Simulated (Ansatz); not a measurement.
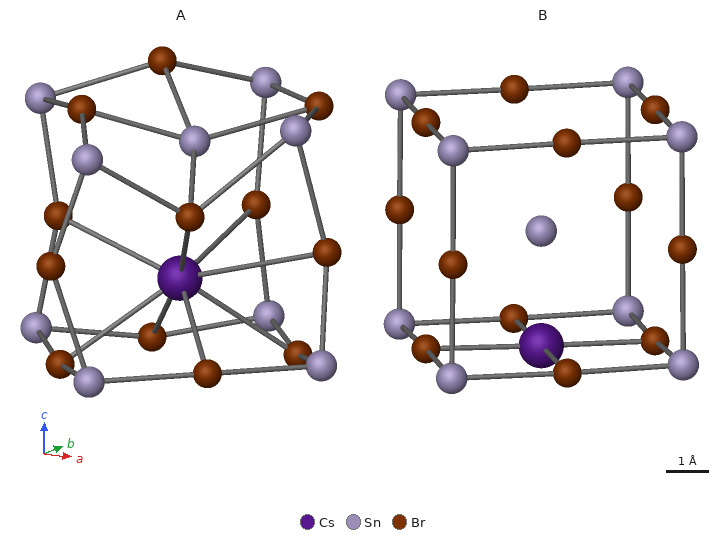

Two geometries of a defect cell of composition Cs8Sn9Br24, drawn at one scale. One is the start of a relaxation, the other its converged end. Style: ball-and-stick. Shown: the atoms within 5.0 Å of the atom that moves most (axes of the conventional cell (2 times the calculation's cell) (origin shifted)), from a free direction. Lengths and directions refer to the drawn axes.

The calculation used Ansatz, DFT, PBEsol, PAW, plane waves. (plane-wave cutoff 420 eV; k-point mesh 1 × 1 × 1; mesh shifted by (0.25, 0.25, 0.25); no spin polarisation; atoms relaxed in a fixed cell; force threshold 0.03 eV/Å; at most 80 steps)

Which geometry has the lower energy?

Structure A is the relaxed one. After 34 geometry steps the energy has fallen by 6.084 eV per cell of the calculation. The largest force component goes from 3.7 to 0.023 eV/Å. The forces were under the threshold at step 17, but the run went on from there. The atom that moves furthest is a Sn atom (2.37 Å roughly along +c). By element the largest moves are Sn 2.37 Å, Br 1.89 Å, Cs 1.67 Å. The cell stays as it was. Near-neighbour distances that change, for instance: Br–Cs 6.426 → 3.684 Å, Br–Cs 4.986 → 3.648 Å, Br–Sn 4.076 → 2.833 Å, Br–Cs 4.978 → 3.791 Å. New bonds form: Br–Cs (4.98 → 3.79 Å), Br–Cs (4.99 → 3.65 Å), Br–Cs (5.00 → 4.15 Å), Br–Cs (6.43 → 3.68 Å). Bond angles that change, for instance: Br–Cs–Br 179.1° → 111.9°, Br–Cs–Br 179.2° → 115.1°, Br–Cs–Br 90.2° → 70.8°. The run took 6.8 min on 7 threads of Arm Neoverse-V2, peak memory 2.3 GiB.
